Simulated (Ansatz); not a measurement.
**W$_{14}$S$_{27}$ (charge −1): geometry relaxation (part 1 of 4)**

- system: W$_{14}$S$_{27}$ (defect cell, 41 atoms in the cell, total charge −1)
- method: DFT LDA, scalar-relativistic, plane waves, PAW, spin-polarised (Ansatz 0.2.0)

The structure derives from a Materials Project entry. It belongs to a series of runs on one base structure; here: S vacancy (site f), charge -1, atoms relaxed at the host's cell. Figures and captions count atoms from 1; the log counts them from 0 in places.

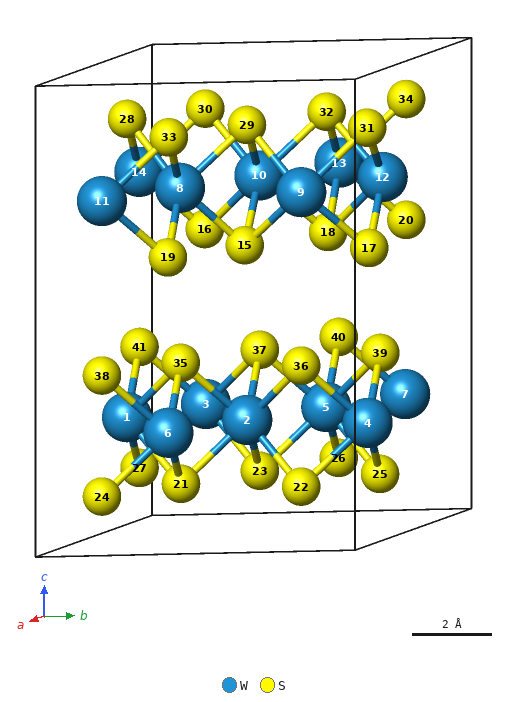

*The starting structure (ball-and-stick view of the cell of the calculation, seen slightly off an axis; atoms are numbered from 1 in the order of the input).*

Near neighbours in the crystal (not all of them lie inside the picture): W has 6 S at 2.38 to 2.42 Å; W has 5 S at 2.35 to 2.40 Å; S has 3 W at 2.35 to 2.42 Å.

### The input
```yaml
crystal:
  lattice:
    - [-1.5633924863, -8.1236256951, 0.0]
    - [7.816962466, 2.7078752383, 0.0]
    - [0.0, 0.0, 12.162700499]
  atoms:
    - { symbol: W, position: [0.4760338381, 0.0954036287, 0.249311175] }
    - { symbol: W, position: [0.6188896896, 0.5238842374, 0.2500043229] }
    - { symbol: W, position: [0.1903188561, 0.2382320219, 0.2500012137] }
    - { symbol: W, position: [0.7616654522, 0.9525522907, 0.2499956279] }
    - { symbol: W, position: [0.3332007883, 0.6668534197, 0.2499950328] }
    - { symbol: W, position: [0.9045978056, 0.3811175227, 0.2500030562] }
    - { symbol: W, position: [0.0475605445, 0.8097718946, 0.250002396] }
    - { symbol: W, position: [0.6593367335, 0.3280886502, 0.7492754351], spin: 0.333 }
    - { symbol: W, position: [0.8092975254, 0.7622756927, 0.7468417039] }
    - { symbol: W, position: [0.3819901883, 0.475436216, 0.748754978] }
    - { symbol: W, position: [0.9498726197, 0.1896544595, 0.7487373595] }
    - { symbol: W, position: [0.5215838907, 0.912260929, 0.7515139645], spin: 0.333 }
    - { symbol: W, position: [0.0961529329, 0.6217903123, 0.7487460738] }
    - { symbol: W, position: [0.2449548934, 0.0496609885, 0.7505008221], spin: 0.333 }
    - { symbol: S, position: [0.6164839158, 0.5151216913, 0.6208335988] }
    - { symbol: S, position: [0.1941593207, 0.2359637667, 0.6218490002] }
    - { symbol: S, position: [0.7551117523, 0.9550915415, 0.6207813276] }
    - { symbol: S, position: [0.3355577578, 0.6733465073, 0.6218223483] }
    - { symbol: S, position: [0.8982183253, 0.3774171969, 0.6218528767] }
    - { symbol: S, position: [0.0564373212, 0.8165083887, 0.6208047742] }
    - { symbol: S, position: [0.6668376587, 0.333891591, 0.1212758271] }
    - { symbol: S, position: [0.8093651512, 0.7620613444, 0.1216273562] }
    - { symbol: S, position: [0.3808007989, 0.4763989474, 0.1215608432] }
    - { symbol: S, position: [0.9522849927, 0.1906528433, 0.1215553212] }
    - { symbol: S, position: [0.5237238555, 0.9046188434, 0.1212555166] }
    - { symbol: S, position: [0.0950319021, 0.6191578366, 0.1215531093] }
    - { symbol: S, position: [0.2375524465, 0.0477197809, 0.1212645508] }
    - { symbol: S, position: [0.4760435555, 0.0956393035, 0.8826470851] }
    - { symbol: S, position: [0.6215331929, 0.5239036854, 0.8765634518] }
    - { symbol: S, position: [0.1897575229, 0.2360212427, 0.8771950935] }
    - { symbol: S, position: [0.7587683384, 0.9500893469, 0.8765526408] }
    - { symbol: S, position: [0.3356005606, 0.6690564931, 0.8771664488] }
    - { symbol: S, position: [0.9026167212, 0.3818565044, 0.8771765189] }
    - { symbol: S, position: [0.0476509504, 0.8128570509, 0.876572216] }
    - { symbol: S, position: [0.6661257488, 0.332918541, 0.3781161275] }
    - { symbol: S, position: [0.8093710353, 0.7620589526, 0.378509148] }
    - { symbol: S, position: [0.3808417672, 0.4762785643, 0.3784879269] }
    - { symbol: S, position: [0.9521254023, 0.1905900886, 0.3784884089] }
    - { symbol: S, position: [0.5234776773, 0.9053116419, 0.378112624] }
    - { symbol: S, position: [0.0951569874, 0.6193071535, 0.3784940837] }
    - { symbol: S, position: [0.2385137203, 0.0479523833, 0.3781220753] }
  host:
    lattice:
      - [3.1267849874, 2.8e-09, 0.0]
      - [-1.5633924961, 2.7078752298, 0.0]
      - [0.0, 0.0, 12.162700499]
    atoms:
      - { symbol: W, position: [0.3333333333, 0.6666666667, 0.25] }
      - { symbol: W, position: [0.6666666667, 0.3333333333, 0.75] }
      - { symbol: S, position: [0.3333333333, 0.6666666667, 0.6215753874] }
      - { symbol: S, position: [0.6666666667, 0.3333333333, 0.1215753874] }
      - { symbol: S, position: [0.3333333333, 0.6666666667, 0.8784246126] }
      - { symbol: S, position: [0.6666666667, 0.3333333333, 0.3784246126] }
total_charge: -1
basis:
  ecutwfc: 420
  xc_grid: 2
kpoints:
  mp_grid: { grid: [2, 2, 2], shift: [0.0, 0.0, 0.0] }
hamiltonian:
  xc: lda
scf:
  occupations: { method: gaussian, width: 0.01 }
output:
  forces: true
  stress: false
  eigenvalues: true
  populations: true
  charged_corrections:
    defect_position: [0.47619048, 0.0952381, 0.62157539]
    epsilon: [[14.1494, 0.0, 0.0], [0.0, 14.1494, 0.0], [0.0, 0.0, 6.8105]]
  write_density: true
  write_potential: true
  elf: true
  volumetric_format: npy
magnetization:
  spin_polarized: true
relax:
  adjacent_minimum: "off"
  f_tol: 0.025
  max_steps: 45
```

Run as:
```bash
ansatz run input.yaml --threads 4 --pin off --max-ram 8192MiB --backend cpu --events-out ev --progress --plain --runs-dir out
```

### What the program printed
```
Engine: ansatz 0.2.0, x86_64-unknown-linux-gnu
Pseudopotentials: kind: paw
Pseudopotential: W, paw, valence charge 14, recommended cutoff 420 eV (normal), W.paw.azcp
Pseudopotential: S, paw, valence charge 6, recommended cutoff 420 eV (normal), S.paw.azcp
Functional definition: SPW92
  exchange = slater_x
  correlation = pw_c
Crystal: 41 atoms, lattice volume = 720.866 Å³
Basis set: ecut = 420 eV, 14099 PW (Γ), exchange–correlation on 120×120×180 points (8 copies of the dense FFT grid, shifted against one another)
Bands: 221, of which v1, the nominal top of the filled ones, is band 180 counted from 1 (179 counted from 0)
Symmetry: 1 space group operations
Space group: P1 (ITA 1), of the structure as read, at distance tolerance 9.0e-5 Å
Magnetic group: BNS 1.1 (UNI 1), of the structure as read, at distance tolerance 9.0e-5 Å
k-points: 8
Non-local potential: W, projectors of the file, l = 0: 3, l = 1: 2, l = 2: 2, l = 3: 1
Non-local potential: S, projectors of the file, l = 0: 2, l = 1: 2, l = 2: 2
PAW form: soft (Blöchl's): semilocal exchange-correlation on the pseudo side does not see the compensation charge
PAW frozen core: W, regenerated for the run's functional, and the local potential with it (the file was generated under x = pbe(κ = 0.804, μ = 0.2195149727645171), c = pbe(β = 0.06672455060314922))
PAW frozen core: S, regenerated for the run's functional, and the local potential with it (the file was generated under x = pbe(κ = 0.804, μ = 0.2195149727645171), c = pbe(β = 0.06672455060314922))
PAW one-centre angular grid: W, 590 points (default); XC on 64 Gauss nodes
PAW one-centre angular grid: S, 110 points (default); XC on 64 Gauss nodes
Starting moments: Σ|m| = 0.999 μB on 3 of 41 sites
Initial wavefunctions: pseudopotential atomic-orbital guess
Functional: x = slater, c = lda
SCF iter   1: F=—  HF=-165324.534382 eV  |F-HF|=—  |Δ(HF+E_count)|=         —  Δρ=2.36e-2 (↑2.36e-2 ↓2.34e-2)  dr2=1.72e1  dr2_m=1.60e-2  M=0.889 μB ∫|m|=0.937 μB  β_m=0.30  ethr=3.10e-3  ⟨swp⟩=6.0  Hψ=14561  notcnv=0  defer=31
Mixer restart at iter 1: flushing history
preconditioner: auto → Resta (q_TF=auto, 2.429 Å⁻¹)  ε∞=7.1  [insulator: Δε(μ)=0.023 eV  Ē_g=8.782 eV  σ=0.010 eV  W_gap=0.64  n_scr=182 (ndim 8)  ℏωp=21.7 eV  f_vac=0.008  D(μ)=22.43/eV (n_scr^D=158)  ε∞_Penn≈7.1]
spin=Collinear: Resta preconditioning applied to the charge; magnetization (m = ρ↑ − ρ↓) channel mixes plain (no charge-response kernel on spin).
SCF iter   2: F=—  HF=-165320.841040 eV  |F-HF|=—  |Δ(HF+E_count)|=    3.69e0  Δρ=1.55e-2 (↑1.55e-2 ↓1.54e-2)  dr2=7.61e0  dr2_m=8.31e-3  M=0.775 μB ∫|m|=0.836 μB  β_m=0.54  ethr=3.10e-3  ⟨swp⟩=2.0  Hψ=4201  notcnv=0  defer=539
preconditioner: auto → Kerker (q_TF=auto, 2.429 Å⁻¹)  [metal: Δε(μ)=0.004 eV  Ē_g=8.614 eV  σ=0.010 eV  W_gap=0.24  n_scr=182 (ndim 8)  ℏωp=21.7 eV  f_vac=0.008  D(μ)=22.69/eV (n_scr^D=182)]
spin=Collinear: Kerker preconditioning applied to the charge; magnetization (m = ρ↑ − ρ↓) channel mixes plain (no charge-response kernel on spin).
SCF iter   3: F=—  HF=-165318.697161 eV  |F-HF|=—  |Δ(HF+E_count)|=    2.14e0  Δρ=4.86e-3 (↑4.60e-3 ↓4.86e-3)  dr2=1.68e0  dr2_m=3.13e-3  M=0.505 μB ∫|m|=0.598 μB  β_m=0.77  ethr=2.12e-3  ⟨swp⟩=2.0  Hψ=5217  notcnv=0  defer=539
SCF iter   4: F=—  HF=-165318.468100 eV  |F-HF|=—  |Δ(HF+E_count)|=   2.29e-1  Δρ=1.30e-3 (↑1.29e-3 ↓1.30e-3)  dr2=2.68e-1  dr2_m=2.27e-4  M=0.500 μB ∫|m|=0.533 μB  β_m=0.88  ethr=4.69e-4  ⟨swp⟩=2.0  Hψ=5049  notcnv=0  defer=544
SCF iter   5: F=—  HF=-165318.431675 eV  |F-HF|=—  |Δ(HF+E_count)|=         —  Δρ=7.32e-4 (↑7.32e-4 ↓7.22e-4)  dr2=5.60e-2  dr2_m=1.12e-5  M=0.500 μB ∫|m|=0.520 μB  β_m=0.88  ethr=7.47e-5  ⟨swp⟩=2.0  Hψ=4927  notcnv=0  defer=544
SCF iter   6: F=—  HF=-165318.437005 eV  |F-HF|=—  |Δ(HF+E_count)|=   5.33e-3  Δρ=3.66e-4 (↑3.62e-4 ↓3.66e-4)  dr2=2.55e-2  dr2_m=5.34e-6  M=0.500 μB ∫|m|=0.519 μB  β_m=0.94  ethr=1.56e-5  ⟨swp⟩=2.0  Hψ=4534  notcnv=0  defer=544
SCF iter   7: F=—  HF=-165318.434473 eV  |F-HF|=—  |Δ(HF+E_count)|=   2.53e-3  Δρ=3.05e-4 (↑3.05e-4 ↓3.01e-4)  dr2=1.36e-2  dr2_m=5.36e-7  M=0.500 μB ∫|m|=0.519 μB  β_m=0.84  ethr=7.11e-6  ⟨swp⟩=2.0  Hψ=4546  notcnv=0  defer=544
SCF iter   8: F=—  HF=-165318.433035 eV  |F-HF|=—  |Δ(HF+E_count)|=   1.44e-3  Δρ=1.28e-4 (↑1.28e-4 ↓1.25e-4)  dr2=6.09e-3  dr2_m=9.32e-7  M=0.500 μB ∫|m|=0.519 μB  β_m=0.92  ethr=3.80e-6  ⟨swp⟩=2.0  Hψ=4427  notcnv=0  defer=544
SCF iter   9: F=—  HF=-165318.432074 eV  |F-HF|=—  |Δ(HF+E_count)|=   9.60e-4  Δρ=8.58e-5 (↑8.58e-5 ↓8.51e-5)  dr2=2.34e-3  dr2_m=3.10e-7  M=0.500 μB ∫|m|=0.520 μB  β_m=0.96  ethr=1.70e-6  ⟨swp⟩=2.0  Hψ=4330  notcnv=0  defer=544
SCF iter  10: F=—  HF=-165318.431831 eV  |F-HF|=—  |Δ(HF+E_count)|=   2.43e-4  Δρ=7.61e-5 (↑7.50e-5 ↓7.61e-5)  dr2=5.06e-4  dr2_m=3.24e-7  M=0.500 μB ∫|m|=0.520 μB  β_m=0.88  ethr=6.52e-7  ⟨swp⟩=2.0  Hψ=4647  notcnv=0  defer=544
SCF iter  11: F=—  HF=-165318.431746 eV  |F-HF|=—  |Δ(HF+E_count)|=   8.58e-5  Δρ=2.84e-5 (↑2.79e-5 ↓2.84e-5)  dr2=9.36e-5  dr2_m=1.31e-7  M=0.500 μB ∫|m|=0.520 μB  β_m=0.93  ethr=1.41e-7  ⟨swp⟩=2.0  Hψ=5766  notcnv=0  defer=544
SCF iter  12: F=—  HF=-165318.431741 eV  |F-HF|=—  |Δ(HF+E_count)|=   4.34e-6  Δρ=1.03e-5 (↑1.03e-5 ↓1.03e-5)  dr2=8.51e-6  dr2_m=1.01e-8  M=0.500 μB ∫|m|=0.520 μB  β_m=0.97  ethr=2.61e-8  ⟨swp⟩=2.0  Hψ=4587  notcnv=0  defer=544
SCF iter  13: F=-165318.431737 eV  HF=-165318.431742 eV  |F-HF|=4.98e-6  |Δ(HF+E_count)|=   4.09e-7  Δρ=8.52e-6 (↑8.52e-6 ↓8.41e-6)  dr2=6.25e-6  dr2_m=1.07e-9  M=0.500 μB ∫|m|=0.520 μB  ethr=2.37e-9  ⟨swp⟩=15.6  Hψ=32107  notcnv=0
SCF 1 converged in 13 iterations: F = -165318.431737 eV  dr2 = 6.25e-6
  greatest PAW one-centre occupation: 1.000 electrons in one spin orbital (limit 2), on the W atom at site 13 (counted from 0), in its partial waves of l = 0
relax step   1: F+E_penalty+E_count = -165318.43173675 eV  Δ(F+E_penalty+E_count) = +0.000e0 eV  max|allowed force component| = 7.818e-1 eV/Å  Δτ_max = 0.0000 Å  (13 SCF iters, dr2 threshold 1.56e-5 eV, accepted)
Initial density: handed on by an earlier stage of this run
Starting moments: Σ|m| = 0.999 μB on 3 of 41 sites; this step starts from the density that it was given
Initial wavefunctions: those handed on with the density
iter 1 solved again at ethr=4.89e-6 eV; its pass at ethr=3.10e-3 eV (dr2=1.76e-2 eV) is discarded
SCF iter   1: F=—  HF=-165318.460580 eV  |F-HF|=—  |Δ(HF+E_count)|=         —  Δρ=1.31e-3 (↑1.31e-3 ↓1.17e-3)  dr2=1.76e-2  dr2_m=4.10e-3  M=0.234 μB ∫|m|=0.273 μB  β_m=0.65  ethr=4.89e-6  ⟨swp⟩=2.9  Hψ=10407  notcnv=0  defer=544
preconditioner: auto → Resta (q_TF=auto, 2.429 Å⁻¹)  ε∞=7.7  [insulator: Δε(μ)=0.020 eV  Ē_g=8.418 eV  σ=0.010 eV  W_gap=0.83  n_scr=182 (ndim 8)  ℏωp=21.7 eV  f_vac=0.016  D(μ)=6.92/eV (n_scr^D=22)  ε∞_Penn≈7.7]
spin=Collinear: Resta preconditioning applied to the charge; magnetization (m = ρ↑ − ρ↓) channel mixes plain (no charge-response kernel on spin).
SCF iter   2: F=—  HF=-165318.458780 eV  |F-HF|=—  |Δ(HF+E_count)|=   1.80e-3  Δρ=6.44e-4 (↑6.44e-4 ↓5.64e-4)  dr2=3.94e-3  dr2_m=1.19e-3  M=0.187 μB ∫|m|=0.217 μB  β_m=0.65  ethr=4.89e-6  ⟨swp⟩=2.1  Hψ=5039  notcnv=0  defer=544
preconditioner: auto → Kerker (q_TF=auto, 2.266 Å⁻¹)  [metal: Δε(μ)=0.009 eV  Ē_g=8.417 eV  σ=0.010 eV  W_gap=0.49  n_scr=134 (ndim 8)  ℏωp=21.7 eV  f_vac=0.016  D(μ)=11.54/eV (n_scr^D=54)]
spin=Collinear: Kerker preconditioning applied to the charge; magnetization (m = ρ↑ − ρ↓) channel mixes plain (no charge-response kernel on spin).
SCF iter   3: F=—  HF=-165318.459055 eV  |F-HF|=—  |Δ(HF+E_count)|=   2.74e-4  Δρ=3.51e-4 (↑3.51e-4 ↓3.49e-4)  dr2=1.40e-3  dr2_m=6.16e-4  M=0.094 μB ∫|m|=0.117 μB  β_m=0.82  ethr=1.10e-6  ⟨swp⟩=2.0  Hψ=5946  notcnv=0  defer=544
SCF iter   4: F=—  HF=-165318.459060 eV  |F-HF|=—  |Δ(HF+E_count)|=   4.93e-6  Δρ=2.20e-4 (↑1.91e-4 ↓2.20e-4)  dr2=5.90e-4  dr2_m=2.33e-4  M=0.039 μB ∫|m|=0.054 μB  β_m=0.91  ethr=3.89e-7  ⟨swp⟩=2.2  Hψ=6235  notcnv=0  defer=544
SCF iter   5: F=—  HF=-165318.458926 eV  |F-HF|=—  |Δ(HF+E_count)|=   1.33e-4  Δρ=5.55e-5 (↑5.55e-5 ↓4.89e-5)  dr2=1.84e-4  dr2_m=2.77e-6  M=0.004 μB ∫|m|=0.007 μB  β_m=0.90  ethr=1.64e-7  ⟨swp⟩=2.8  Hψ=6257  notcnv=0  defer=544
SCF iter   6: F=—  HF=-165318.458992 eV  |F-HF|=—  |Δ(HF+E_count)|=   6.53e-5  Δρ=2.79e-5 (↑2.79e-5 ↓2.51e-5)  dr2=7.49e-5  dr2_m=1.04e-6  M=0.004 μB ∫|m|=0.005 μB  β_m=0.95  ethr=5.13e-8  ⟨swp⟩=2.0  Hψ=4678  notcnv=0  defer=544
SCF iter   7: F=—  HF=-165318.459017 eV  |F-HF|=—  |Δ(HF+E_count)|=   2.51e-5  Δρ=2.22e-5 (↑2.22e-5 ↓2.12e-5)  dr2=2.97e-5  dr2_m=1.81e-6  M=0.005 μB ∫|m|=0.006 μB  β_m=0.97  ethr=2.09e-8  ⟨swp⟩=2.0  Hψ=5538  notcnv=0  defer=544
SCF iter   8: F=—  HF=-165318.459018 eV  |F-HF|=—  |Δ(HF+E_count)|=   1.31e-6  Δρ=2.15e-5 (↑2.13e-5 ↓2.15e-5)  dr2=4.09e-5  dr2_m=7.90e-8  M=0.002 μB ∫|m|=0.003 μB  β_m=0.96  ethr=8.27e-9  ⟨swp⟩=2.4  Hψ=5578  notcnv=0  defer=544
SCF iter   9: F=—  HF=-165318.459018 eV  |F-HF|=—  |Δ(HF+E_count)|=   1.20e-7  Δρ=2.20e-5 (↑2.20e-5 ↓2.20e-5)  dr2=4.84e-5  dr2_m=8.46e-9  M=-0.001 μB ∫|m|=0.001 μB  β_m=0.95  ethr=8.27e-9  ⟨swp⟩=2.0  Hψ=4115  notcnv=0  defer=544
SCF iter  10: F=-165318.458992 eV  HF=-165318.459016 eV  |F-HF|=2.37e-5  |Δ(HF+E_count)|=   2.36e-6  Δρ=1.58e-5 (↑1.57e-5 ↓1.58e-5)  dr2=2.52e-5  dr2_m=6.29e-10  M=0.000 μB ∫|m|=0.000 μB  ethr=8.27e-9  ⟨swp⟩=15.1  Hψ=29241  notcnv=0
WARN: the starting moments were not kept: the SCF closed with an absolute magnetisation of 2.3e-4 μB, where they sum to 0.999 μB in size (3 sites). That is at most 0.1 of that sum. Measured as dr2_m measures the in/out step, that magnetisation stands 3.4e-9 eV from none, at or under the dr2_threshold of 3.8e-5 eV: it is no larger than a step whose dr2_m would equal this threshold. The system may hold no moment; this SCF shows only that its start led to no more than that. This SCF took its magnetisation from the state that an earlier stage of the run handed on, and the starting moments (crystal.atoms[].spin, magnetization.per_species, magnetization.initial_magnetization, or on a non-collinear deck that types none of these the spinor_matrix: blocks that start its atoms; where the total moment is fixed, keep their sum and leave initial_magnetization as it is) reach it only through that state. Under a hybrid functional, moments that its semilocal warm-up loses can be held through it (magnetization.spin_locking: {lock_spins: true, release_at_the_exchange_loop: true}, refused in a deck that types no crystal.atoms[].spin or magnetization.per_species, and beside md: or magnetic_configurations:, beside output.atomic_orbital_hamiltonian at one k-point under exchange of full range, and beside output.current_voltage). To try another start, change the starting moments or, where the run itself opened from a saved state (the deck's checkpoint.read, a session's seed or a resume), run it without that state.
SCF 2 converged in 10 iterations: F = -165318.458992 eV  dr2 = 2.52e-5
[... from here on the iterations of each SCF are left out, up to the last one ...]
relax step   2: F+E_penalty+E_count = -165318.45899207 eV  Δ(F+E_penalty+E_count) = -2.726e-2 eV  max|allowed force component| = 4.423e-1 eV/Å  Δτ_max = 0.0469 Å  (10 SCF iters, dr2 threshold 3.82e-5 eV, accepted)
[... from here on the SCF iterations and repeated set-up lines of each step are left out, up to the last step ...]
SCF 3 converged in 7 iterations: F = -165318.476761 eV  dr2 = 1.07e-5
relax step   3: F+E_penalty+E_count = -165318.47676121 eV  Δ(F+E_penalty+E_count) = -1.777e-2 eV  max|allowed force component| = 2.991e-1 eV/Å  Δτ_max = 0.0268 Å  (7 SCF iters, dr2 threshold 1.22e-5 eV, accepted)
SCF 4 converged in 6 iterations: F = -165318.485147 eV  dr2 = 2.12e-6
relax step   4: F+E_penalty+E_count = -165318.48514688 eV  Δ(F+E_penalty+E_count) = -8.386e-3 eV  max|allowed force component| = 7.970e-2 eV/Å  Δτ_max = 0.0341 Å  (6 SCF iters, dr2 threshold 2.86e-5 eV, accepted)
SCF 5 converged in 10 iterations: F = -165318.483747 eV  dr2 = 6.08e-8
relax step   5: F+E_penalty+E_count = -165318.48374654 eV  Δ(F+E_penalty+E_count) = +1.400e-3 eV  max|allowed force component| = 3.927e-2 eV/Å  Δτ_max = 0.0263 Å  (10 SCF iters, rejected (line search))
SCF 6 converged in 10 iterations: F = -165318.486389 eV  dr2 = 5.99e-8
```
